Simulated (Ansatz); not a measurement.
# CHF3 (trifluoromethane) at RPA@PBE/STO-3G

Aim: the electronic atomisation energy of CHF3 (trifluoromethane) at RPA@PBE/STO-3G, from 4 runs. 

The calculation is run with Ansatz 0.2.0.

40 further runs of the same task are left out: 6 that didn't finish, 34 set aside as unsound or not needed.

## Step 1: Starting point

CHF3 has 5 atoms, charge 0, and is taken as a singlet. As SMILES, `FC(F)F`. Geometry: relaxed at PBE0-D4/def2-TZVP.

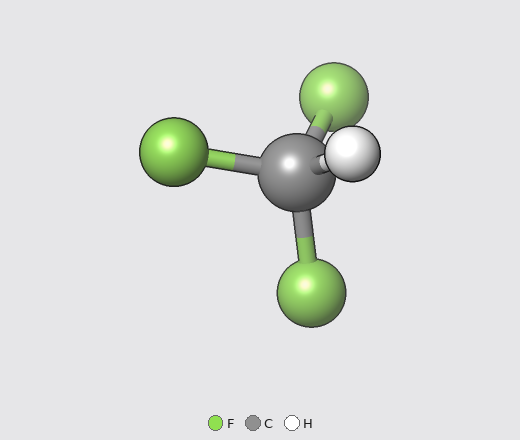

Viewed from a chosen angle; fluorine green, carbon grey, hydrogen white.

## Step 2: A single-point energy at RPA@PBE/STO-3G

Contents of run.yaml:

```yaml
crystal:
  periodic: [false, false, false]
  atoms:
    - symbol: F
      position_ang: [-0.668650, -0.329700, 1.079190]
    - symbol: C
      position_ang: [0.019500, 0.056360, 0.006820]
    - symbol: F
      position_ang: [1.047350, -0.773770, -0.157470]
    - symbol: F
      position_ang: [-0.772570, -0.035090, -1.059420]
    - symbol: H
      position_ang: [0.374370, 1.082210, 0.130870]
basis:
  gaussian:
    orbitals: STO-3G
hamiltonian:
  xc: pbe
correlation:
  method: rpa
  frozen_orbitals: {C: 1, F: 1, H: 0}
accuracy: high
```

Command:

```bash
$ ansatz run run.yaml --threads 1 --pin off --max-ram 3480MiB --events-out events.jsonl --progress --plain --runs-dir runs
```

Log:

```text
Warning: RAYON_NUM_THREADS=1 ignored (pool sized by the plan → 1); use --threads N
Functional definition: PBE
  name "PBE"
  parameter kappa = 0.804
  parameter beta = 0.06672455060314922
  exchange = pbe_x(kappa = kappa, mu = beta*pi^2/3)
  correlation = pbe_c(beta = beta)
392 factors; integrals over basis functions are off by at most 4.6e-8 eV
mean field evaluation 1: about -9061.2836 eV, gradient 2.2e1 eV
mean field evaluation 2: about -9061.2175 eV, gradient 2.3e1 eV
mean field evaluation 4: about -9062.6940 eV, gradient 7.7e-1 eV
mean field evaluation 8: about -9062.6958 eV, gradient 3.9e-3 eV
mean field evaluation 16: about -9062.6958 eV, gradient 2.4e-8 eV
mean field -9062.69581977 eV, -333.0479284608 hartree, gradient 5.9e-9 eV, S^2 0.000000; 0 other end points of the search recorded, 0 dependent functions left out
4 core orbitals not correlated: weight in the atoms' cores, before any rotation towards them, 1.000 or more for the frozen orbitals, at most 0.000 for the correlated occupied ones
reference -9035.52742107 eV, -332.0495082238 hartree; 13, 13 occupied and 4, 4 virtual orbitals, 392 factors
Total energy: -9041.71482149 eV, -332.2768909953 hartree
```

It took 1.5 s on 1 thread of Arm Neoverse V2, shared host; peak memory 0.1 GiB.

## Step 3: The C atom at the same level

Contents of molecule.yaml:

```yaml
crystal:
  periodic: [false, false, false]
  atoms:
    - symbol: C
      position_ang: [0.000000, 0.000000, 0.000000]
basis:
  gaussian:
    orbitals: STO-3G
correlation:
  method: rpa
  frozen_orbitals: {C: 1}
accuracy: high
magnetization:
  spin_polarized: true
  initial_magnetization: 2
hamiltonian:
  xc: {name: PBE}
```

Command:

```bash
$ ansatz run molecule.yaml --threads 1 --pin off --max-ram 3480MiB --events-out events.jsonl --progress --plain --runs-dir runs
```

Log:

```text
Warning: RAYON_NUM_THREADS=1 ignored (pool sized by the plan → 1); use --threads N
Functional definition: PBE
  name "PBE"
  parameter kappa = 0.804
  parameter beta = 0.06672455060314922
  exchange = pbe_x(kappa = kappa, mu = beta*pi^2/3)
  correlation = pbe_c(beta = beta)
15 factors; integrals over basis functions are off by at most 9.8e-10 eV
mean field evaluation 1: about -1014.6260 eV, gradient 1.7e-12 eV
mean field evaluation 2: about -1014.6263 eV, gradient 7.8e-12 eV
mean field evaluation 4: about -1014.6261 eV, gradient 0.0e0 eV
mean field evaluation 8: about -1014.6262 eV, gradient 9.5e-2 eV
mean field evaluation 16: about -1014.6261 eV, gradient 1.1e-11 eV
mean field -1014.62632258 eV, -37.2868296162 hartree, gradient 1.5e-23 eV, S^2 2.000000; 7 other end points of the search recorded, 0 dependent functions left out
1 core orbitals not correlated: weight in the atoms' cores, before any rotation towards them, 1.000 or more for the frozen orbitals, at most 0.000 for the correlated occupied ones
reference -1012.21982732 eV, -37.1983925466 hartree; 3, 1 occupied and 1, 3 virtual orbitals, 15 factors
Total energy: -1013.94380846 eV, -37.2617476849 hartree
```

Run time: 0.32 s. Hardware: 1 thread of Arm Neoverse V2, shared host.

## Step 4: The F atom at the same level

Contents of input.yaml:

```yaml
crystal:
  periodic: [false, false, false]
  atoms:
    - {symbol: F, position_ang: [0.000000, 0.000000, 0.000000]}
basis:
  gaussian:
    orbitals: STO-3G
magnetization:
  spin_polarized: true
  initial_magnetization: 1
hamiltonian:
  xc: pbe
correlation:
  method: rpa
  frozen_orbitals: {F: 1}
accuracy: high
```

Command:

```bash
$ ansatz run input.yaml --threads 1 --pin off --max-ram 3480MiB --events-out events.jsonl --progress --plain --runs-dir runs
```

Log:

```text
Warning: RAYON_NUM_THREADS=1 ignored (pool sized by the plan → 1); use --threads N
Functional definition: PBE
  name "PBE"
  parameter kappa = 0.804
  parameter beta = 0.06672455060314922
  exchange = pbe_x(kappa = kappa, mu = beta*pi^2/3)
  correlation = pbe_c(beta = beta)
15 factors; integrals over basis functions are off by at most 1.2e-9 eV
mean field evaluation 1: about -2671.3014 eV, gradient 5.5e-12 eV
mean field evaluation 2: about -2671.3023 eV, gradient 3.7e-11 eV
mean field evaluation 4: about -2671.3022 eV, gradient 0.0e0 eV
mean field evaluation 8: about -2671.3022 eV, gradient 2.7e-2 eV
mean field evaluation 16: about -2671.3022 eV, gradient 3.2e-12 eV
mean field -2671.30230684 eV, -98.1685491027 hartree, gradient 1.4e-23 eV, S^2 0.750000; 7 other end points of the search recorded, 0 dependent functions left out
1 core orbitals not correlated: weight in the atoms' cores, before any rotation towards them, 1.000 or more for the frozen orbitals, at most 0.000 for the correlated occupied ones
reference -2666.34863534 eV, -97.9865050328 hartree; 4, 3 occupied and 0, 1 virtual orbitals, 15 factors
Total energy: -2667.19263608 eV, -98.0175214877 hartree
```

Wall time 0.4 s (1 thread of Arm Neoverse V2, shared host).

## Step 5: The H atom, same level

Contents of run.yaml:

```yaml
crystal:
  periodic: [false, false, false]
  atoms:
    - symbol: H
      position_ang: [0.000000, 0.000000, 0.000000]
basis:
  gaussian:
    orbitals: STO-3G
magnetization:
  spin_polarized: true
  initial_magnetization: 1
hamiltonian:
  xc: {name: PBE}
correlation:
  method: rpa
  frozen_orbitals: {H: 0}
accuracy: high
```

Run the same way, it converges to -0.46658 Eh (log not shown).

## Step 6: Results

Level: RPA@PBE/STO-3G, 4 core orbitals frozen.

| quantity | value |
| --- | --- |
| molecule: total energy | -332.27689 Eh |
| molecule: RPA correlation energy (valence) | -227.4 mEh |
| C atom: total energy | -37.26175 Eh |
| C atom: RPA correlation energy (valence) | -63.4 mEh |
| C atom: ⟨S²⟩ of the reference determinant | 2.000 |
| F atom: total energy | -98.01752 Eh |
| F atom: RPA correlation energy (valence) | -31.0 mEh |
| F atom: ⟨S²⟩ of the reference determinant | 0.750 |
| H atom: total energy | -0.46658 Eh |
| H atom: RPA correlation energy | 0.0 mEh |
| H atom: ⟨S²⟩ of the reference determinant | 0.750 |
| electronic atomisation energy | 13.497 eV |

In words: Taking the molecule apart into free atoms costs 13.50 eV (311 kcal/mol), before zero-point energy and without spin-orbit coupling. In a minimal basis such a difference can be off by several eV, whatever the method.
